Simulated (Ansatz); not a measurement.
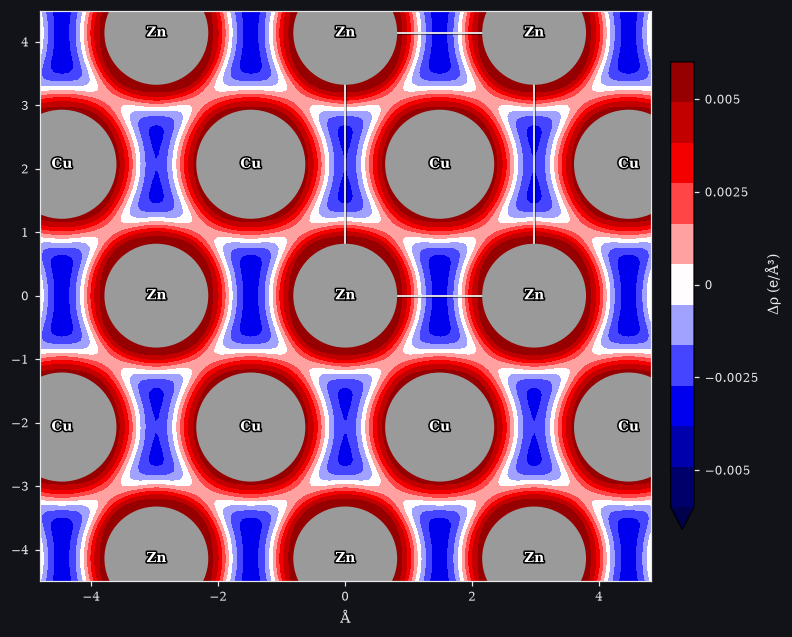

ZnCu: difference of two self-consistent densities at the same geometry, ρ(LDA) − ρ(PBE), on the (010) plane of the conventional cell. Grey discs cover the cores, where the PAW densities can't be compared. Cores are masked to 0.8 Å (Zn) and 0.9 Å (Cu).

Space group Cmmm. The cell comes from a database of computed structures, not from a measurement.

Both runs: Ansatz, scalar-relativistic, plane waves and PAW, same cutoff, k-points and PAW files (made with PBE).

> How does the change of level move the electrons?

Against PBE, and outside the masked cores, the largest gain lies at the edge of the masked cores of Zn and Cu, and the largest loss, 0.004 e/Å³, lies 1.6 Å from a zinc nucleus and 1.6 Å from a copper one. Bader charges are Zn +0.11 and Cu −0.11 e with PBE and Zn +0.11 and Cu −0.11 e with LDA. Among metals such charges hang on how the charge between the atoms is shared out. At this volume the pressure is 0 GPa with PBE and −11 GPa with LDA.

Run times: 40 s (LDA) and 45 s (base cell), on 1 thread of Arm Neoverse N1 (shared host).
